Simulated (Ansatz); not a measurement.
## Run report: Mo, geometry relaxation (part 3 of 3)

Continued. System: Mo (slab, 10 atoms in the cell). Method: DFT RPBE, scalar-relativistic, plane waves, PAW, no spin polarisation (Ansatz 0.2.0); cutoff 420 eV, 7×7×1 k-mesh, Gaussian smearing of 0.1 eV. The structure derives from an entry of the Crystallography Open Database. The input holds or restrains some coordinates. Forces given for the steps count only the free coordinates.

Geometry of the input (Å; fractional positions):
```
4.4897  0.0000  0.0000
0.0000  4.4897  0.0000
0.0000  0.0000  23.3494
Mo 0.0000  0.5000  0.3640
Mo 0.5000  0.0000  0.3640
Mo 0.0000  0.0000  0.4320
Mo 0.5000  0.5000  0.4320
Mo 0.0000  0.5000  0.5000
Mo 0.5000  0.0000  0.5000
Mo 0.0000  0.0000  0.5680
Mo 0.5000  0.5000  0.5680
Mo 0.0000  0.5000  0.6360
Mo 0.5000  0.0000  0.6360
```

**Output, continued**
```
  k-point 0: bands = ["-56.6446", "-56.5150", "-56.4320", "-56.3618", "-56.3582", "-56.3017", "-56.2223", "-56.1968", "-56.0525", "-56.0036", "-31.1966", "-31.1966", "-30.8928", "-30.8928", "-30.8692", "-30.8148", "-30.8148", "-30.6723", "-30.6634", "-30.5616", "-30.5616", "-30.5412", "-30.5054", "-30.5054", "-30.4637", "-30.3785", "-30.3479", "-30.3034", "-30.3034", "-30.2370", "-30.2005", "-30.0781", "-30.0781", "-29.9960", "-29.9960", "-29.9870", "-29.8208", "-29.8208", "-29.7758", "-29.7758", "-1.8656", "-0.3741", "-0.2945", "-0.0733", "0.0279", "0.1365", "0.6046", "1.1181", "1.2056", "1.3423", "1.4182", "1.4182", "1.7961", "1.9185", "1.9185", "2.3900", "2.4193", "2.6641", "2.6641", "3.3704", "3.3704", "3.4599", "3.8041", "3.8041", "3.9074", "3.9074", "4.2435", "4.4952", "4.4992", "4.4992", "4.5477", "4.5943", "5.7873", "5.8636", "5.8636", "5.8947", "5.9400", "6.0663", "6.3251", "6.3251", "6.4614", "6.5364", "6.6731", "6.8433"]
  k-point 1: bands = ["-56.6357", "-56.5172", "-56.4251", "-56.3636", "-56.3567", "-56.3039", "-56.2239", "-56.2003", "-56.0541", "-56.0087", "-31.1781", "-31.1521", "-30.9311", "-30.8977", "-30.8768", "-30.8411", "-30.8342", "-30.6579", "-30.6479", "-30.6090", "-30.6050", "-30.5784", "-30.4954", "-30.4584", "-30.3830", "-30.3751", "-30.3576", "-30.3163", "-30.3134", "-30.2371", "-30.1153", "-30.0741", "-30.0694", "-30.0599", "-30.0002", "-29.9615", "-29.8269", "-29.8188", "-29.8018", "-29.7784", "-1.6641", "-0.2129", "-0.1589", "0.0558", "0.1160", "0.2629", "0.7145", "1.1902", "1.2082", "1.2564", "1.4715", "1.5373", "1.7149", "1.9249", "2.0679", "2.3182", "2.5670", "2.6046", "2.7710", "3.0770", "3.1384", "3.2292", "3.5727", "3.6661", "3.8498", "3.8803", "4.0136", "4.3007", "4.4478", "4.6138", "4.9697", "5.1206", "5.3520", "5.6216", "5.6740", "5.7405", "5.8562", "5.8633", "6.1228", "6.1991", "6.3392", "6.3844", "6.5018", "6.5902"]
  k-point 2: bands = ["-56.6115", "-56.5266", "-56.4072", "-56.3681", "-56.3521", "-56.3118", "-56.2265", "-56.2092", "-56.0557", "-56.0221", "-31.1261", "-31.0385", "-30.9745", "-30.9506", "-30.8881", "-30.8852", "-30.8316", "-30.7732", "-30.6487", "-30.6251", "-30.6049", "-30.5991", "-30.4673", "-30.4599", "-30.3873", "-30.3413", "-30.3376", "-30.3157", "-30.2501", "-30.1592", "-30.1347", "-30.0779", "-30.0628", "-30.0308", "-30.0117", "-29.9854", "-29.8493", "-29.8373", "-29.8131", "-29.7852", "-1.1020", "0.2248", "0.2595", "0.2857", "0.4141", "0.6200", "1.0248", "1.1616", "1.2774", "1.4800", "1.5177", "1.6195", "1.7700", "1.9439", "2.1814", "2.3450", "2.4179", "2.5068", "2.6127", "2.7112", "2.8301", "2.8752", "2.9574", "3.1557", "3.3853", "3.8484", "4.0245", "4.2268", "4.4616", "4.8034", "4.8561", "4.8928", "4.9949", "5.1963", "5.1993", "5.4551", "5.5617", "5.7220", "5.9120", "6.0391", "6.1628", "6.1943", "6.5276", "6.5758"]
  k-point 9: bands = ["-56.5411", "-56.5330", "-56.3806", "-56.3800", "-56.3261", "-56.3205", "-56.2393", "-56.2376", "-56.0706", "-56.0670", "-31.1879", "-31.1857", "-31.1264", "-31.1244", "-30.8937", "-30.8675", "-30.7366", "-30.7236", "-30.5846", "-30.5301", "-30.5091", "-30.4999", "-30.3951", "-30.3914", "-30.3634", "-30.3563", "-30.3314", "-30.2930", "-30.1912", "-30.1478", "-30.1104", "-30.0846", "-30.0648", "-30.0165", "-30.0153", "-30.0051", "-29.9236", "-29.8955", "-29.8358", "-29.8317", "-0.2270", "-0.1520", "-0.1253", "-0.0417", "0.5489", "0.7198", "1.1714", "1.2650", "1.4925", "1.5896", "1.6397", "1.6897", "1.7491", "1.8509", "1.9639", "2.1762", "2.3172", "2.7984", "2.7991", "2.8529", "3.0528", "3.1577", "3.5326", "3.6874", "3.7123", "3.9056", "4.3610", "4.3832", "4.5086", "4.6211", "4.8327", "4.9014", "4.9542", "5.2664", "5.5891", "5.6319", "5.7578", "5.9505", "6.0232", "6.1630", "6.2237", "6.2668", "6.2948", "6.5005"]
--- Relaxed structure (6 steps of the walk, 6 accepted, 0 SCFs on fresh bases) ---
  F+E_penalty+E_count = -49622.23025412 eV   max|allowed force component| = 5.882e-3 eV/Å
  atoms:
    - { symbol: Mo, position: [0.0, 0.5, 0.3640349560000001] }
    - { symbol: Mo, position: [0.5, 0.0, 0.3640349560000001] }
    - { symbol: Mo, position: [0.0, 0.0, 0.432017478] }
    - { symbol: Mo, position: [0.5, 0.5, 0.432017478] }
    - { symbol: Mo, position: [1.9100276148112382e-34, 0.5, 0.49806243275090795] }
    - { symbol: Mo, position: [0.5, 2.0065867474384978e-35, 0.49806243275090795] }
    - { symbol: Mo, position: [2.352607760671107e-34, -2.1615840536080686e-35, 0.5691424557727252] }
    - { symbol: Mo, position: [0.5, 0.5, 0.5691424557727252] }
    - { symbol: Mo, position: [1.457812501270558e-34, 0.5, 0.6279670859882331] }
    - { symbol: Mo, position: [0.5, 3.6864224170060085e-36, 0.6279670859882331] }
```

**Trajectory as extended XYZ (Å, eV, eV/Å), 6 frames, from step=1 to step=6**
```
10
Lattice="4.4897 0.0000 0.0000 0.0000 4.4897 0.0000 0.0000 0.0000 23.3494" Properties=species:S:1:pos:R:3:forces:R:3 step=1 energy=-49621.86130
Mo    0.0000    2.2449    8.5000    0.0000   0.0000   1.4179
Mo    2.2449    0.0000    8.5000    0.0000   0.0000   1.4179
Mo    0.0000    0.0000   10.0874    0.0000   0.0000  -1.2753
Mo    2.2449    2.2449   10.0874    0.0000   0.0000  -1.2753
Mo    0.0000    2.2449   11.6747    0.0000   0.0000   0.0000
Mo    2.2449    0.0000   11.6747    0.0000   0.0000   0.0000
Mo    0.0000    0.0000   13.2621    0.0000   0.0000   1.2753
Mo    2.2449    2.2449   13.2621    0.0000   0.0000   1.2753
Mo    0.0000    2.2449   14.8494    0.0000   0.0000  -1.4179
Mo    2.2449    0.0000   14.8494    0.0000   0.0000  -1.4179
10
Lattice="4.4897 0.0000 0.0000 0.0000 4.4897 0.0000 0.0000 0.0000 23.3494" Properties=species:S:1:pos:R:3:forces:R:3 step=2 energy=-49622.10699
Mo    0.0000    2.2449    8.5000    0.0000   0.0000   1.2707
Mo    2.2449    0.0000    8.5000    0.0000   0.0000   1.2707
Mo    0.0000    0.0000   10.0874    0.0000   0.0000  -0.6002
Mo    2.2449    2.2449   10.0874    0.0000   0.0000  -0.6002
Mo    0.0000    2.2449   11.7013    0.0000   0.0000  -0.7161
Mo    2.2449    0.0000   11.7013    0.0000   0.0000  -0.7161
Mo    0.0000    0.0000   13.3574    0.0000   0.0000  -0.9060
Mo    2.2449    2.2449   13.3574    0.0000   0.0000  -0.9060
Mo    0.0000    2.2449   14.6546    0.0000   0.0000   0.9549
Mo    2.2449    0.0000   14.6546    0.0000   0.0000   0.9549
10
Lattice="4.4897 0.0000 0.0000 0.0000 4.4897 0.0000 0.0000 0.0000 23.3494" Properties=species:S:1:pos:R:3:forces:R:3 step=3 energy=-49622.21481
Mo    0.0000    2.2449    8.5000    0.0000   0.0000   1.0316
Mo    2.2449    0.0000    8.5000    0.0000   0.0000   1.0316
Mo    0.0000    0.0000   10.0874    0.0000   0.0000  -1.3597
Mo    2.2449    2.2449   10.0874    0.0000   0.0000  -1.3597
Mo    0.0000    2.2449   11.6094    0.0000   0.0000  -0.0048
Mo    2.2449    0.0000   11.6094    0.0000   0.0000  -0.0048
Mo    0.0000    0.0000   13.2410    0.0000   0.0000   0.3203
Mo    2.2449    2.2449   13.2410    0.0000   0.0000   0.3203
Mo    0.0000    2.2449   14.6214    0.0000   0.0000   0.0117
Mo    2.2449    0.0000   14.6214    0.0000   0.0000   0.0117
10
Lattice="4.4897 0.0000 0.0000 0.0000 4.4897 0.0000 0.0000 0.0000 23.3494" Properties=species:S:1:pos:R:3:forces:R:3 step=4 energy=-49622.22862
Mo    0.0000    2.2449    8.5000    0.0000   0.0000   1.1088
Mo    2.2449    0.0000    8.5000    0.0000   0.0000   1.1088
Mo    0.0000    0.0000   10.0874    0.0000   0.0000  -1.0351
Mo    2.2449    2.2449   10.0874    0.0000   0.0000  -1.0351
Mo    0.0000    2.2449   11.6344    0.0000   0.0000   0.0205
Mo    2.2449    0.0000   11.6344    0.0000   0.0000   0.0205
Mo    0.0000    0.0000   13.2995    0.0000   0.0000   0.0061
Mo    2.2449    2.2449   13.2995    0.0000   0.0000   0.0061
Mo    0.0000    2.2449   14.6804    0.0000   0.0000  -0.1004
Mo    2.2449    0.0000   14.6804    0.0000   0.0000  -0.1004
10
Lattice="4.4897 0.0000 0.0000 0.0000 4.4897 0.0000 0.0000 0.0000 23.3494" Properties=species:S:1:pos:R:3:forces:R:3 step=5 energy=-49622.23025
Mo    0.0000    2.2449    8.5000    0.0000   0.0000   1.0907
Mo    2.2449    0.0000    8.5000    0.0000   0.0000   1.0907
Mo    0.0000    0.0000   10.0874    0.0000   0.0000  -1.0875
Mo    2.2449    2.2449   10.0874    0.0000   0.0000  -1.0875
Mo    0.0000    2.2449   11.6295    0.0000   0.0000  -0.0009
Mo    2.2449    0.0000   11.6295    0.0000   0.0000  -0.0009
Mo    0.0000    0.0000   13.2891    0.0000   0.0000  -0.0059
Mo    2.2449    2.2449   13.2891    0.0000   0.0000  -0.0059
Mo    0.0000    2.2449   14.6627    0.0000   0.0000   0.0037
Mo    2.2449    0.0000   14.6627    0.0000   0.0000   0.0037
10
Lattice="4.4897 0.0000 0.0000 0.0000 4.4897 0.0000 0.0000 0.0000 23.3494" Properties=species:S:1:pos:R:3:forces:R:3 step=6 energy=-49622.23025
Mo    0.0000    2.2449    8.5000    0.0000   0.0000   1.0906
Mo    2.2449    0.0000    8.5000    0.0000   0.0000   1.0906
Mo    0.0000    0.0000   10.0874    0.0000   0.0000  -1.0876
Mo    2.2449    2.2449   10.0874    0.0000   0.0000  -1.0876
Mo    0.0000    2.2449   11.6295    0.0000   0.0000  -0.0008
Mo    2.2449    0.0000   11.6295    0.0000   0.0000  -0.0008
Mo    0.0000    0.0000   13.2891    0.0000   0.0000  -0.0059
Mo    2.2449    2.2449   13.2891    0.0000   0.0000  -0.0059
Mo    0.0000    2.2449   14.6627    0.0000   0.0000   0.0036
Mo    2.2449    0.0000   14.6627    0.0000   0.0000   0.0036
```

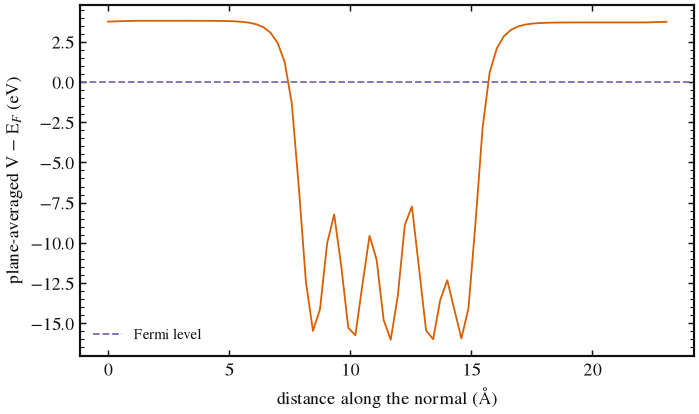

Plane average of the electrostatic potential energy of an electron across the cell, from the Fermi level. The vacuum level lies 3.70 eV above the Fermi level on the upper side and 3.80 eV on the lower.

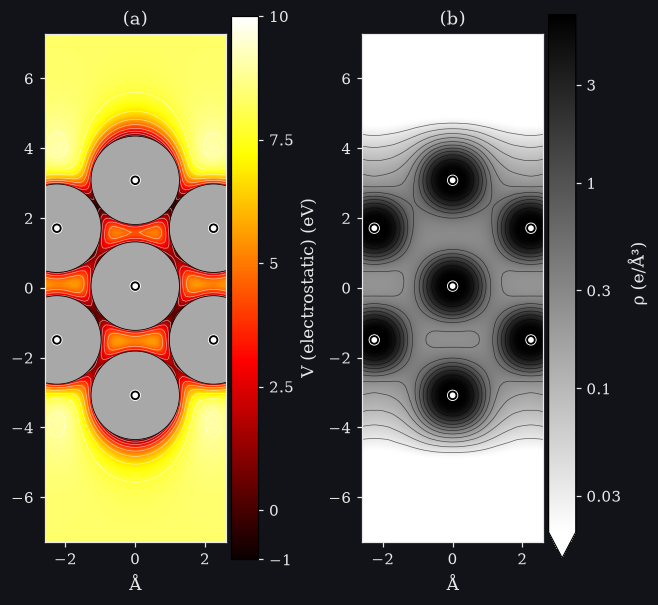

(a) electrostatic potential (local pseudopotential plus Hartree) felt by an electron; (b) valence pseudo-density on the (010) plane of the calculation cell, a cut from vacuum to vacuum. Circles mark the nuclei in the plane (Mo). Grey discs, where drawn, cover atomic cores. The section cuts through Mo sites. Mo–Mo (2.63 Å): the density is about 0.46 e/Å³ at the midpoint. Mo–Mo (2.75 Å): ρ at the midpoint is about 0.38 e/Å³. Mo–Mo (2.79 Å): the density is about 0.33 e/Å³ at the midpoint. Mo–Mo (3.03 Å): the density is about 0.28 e/Å³ at the midpoint. The density dies away to nearly zero in the vacuum. In a PAW calculation such maps are meaningful between the atoms, not at the nuclei.

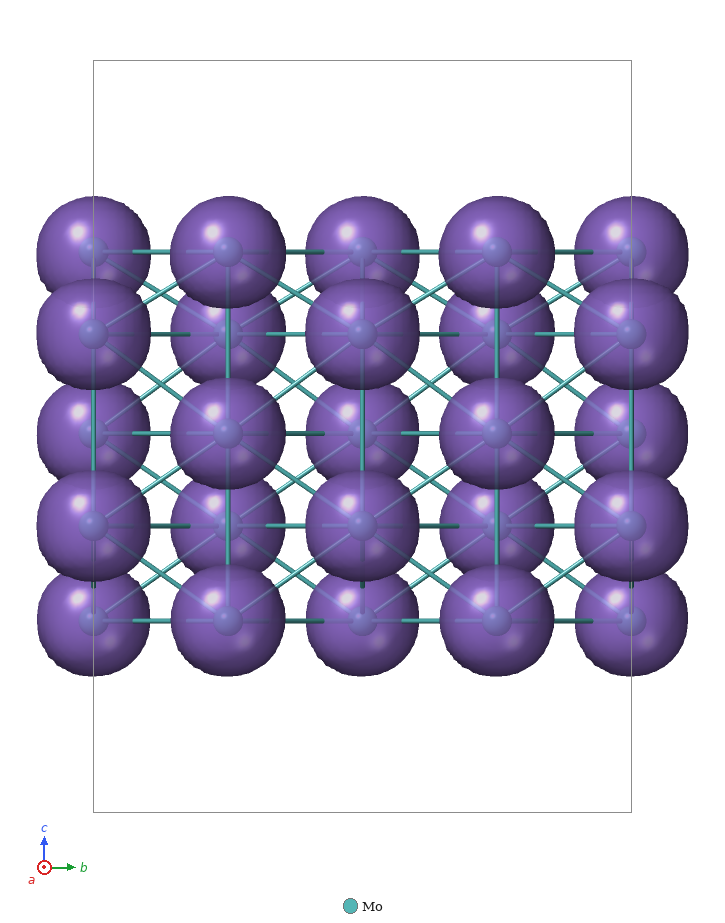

Isosurface of the valence charge density (pseudo) at 0.8 e/Å³ (purple), seen along the a axis. Sticks mark near contacts. At this value the density breaks into separate islands; it holds about 70 % of the electrons treated as valence (semicore included). It is pinched off along the Mo–Mo (2.63 Å), Mo–Mo (2.72 Å), Mo–Mo (2.79 Å) and Mo–Mo (3.03 Å) contacts. On the grid the lowest density along these lines, outside the cores, is 0.46 e/Å³ (Mo–Mo, 2.63 Å), 0.38 e/Å³ (Mo–Mo, 2.72 Å), 0.33 e/Å³ (Mo–Mo, 2.79 Å) and 0.28 e/Å³ (Mo–Mo, 3.03 Å).

**Key numbers**

| quantity | value |
| --- | --- |
| outcome | converged under the restraints of the input |
| electrons treated | 140 |
| free energy | −49622.2303 eV |
| work function, top face | 3.70 eV |
| work function, bottom face | 3.80 eV |
| Fermi energy | 4.586 eV |
| gap on the k-point mesh | none (metallic) |
| final volume | 470.67 Å³ |
| work function (upper face) | 3.70 eV |
| largest force (length of the vector) at the end, held atoms and coordinates included | 1.091 eV/Å |
| wall time | 1.7 min (CPU time 3.3 min) |
| peak memory | 0.96 GiB |

**Notes**

Warnings of the run: the exchange-correlation potential is rough where the density is thin.
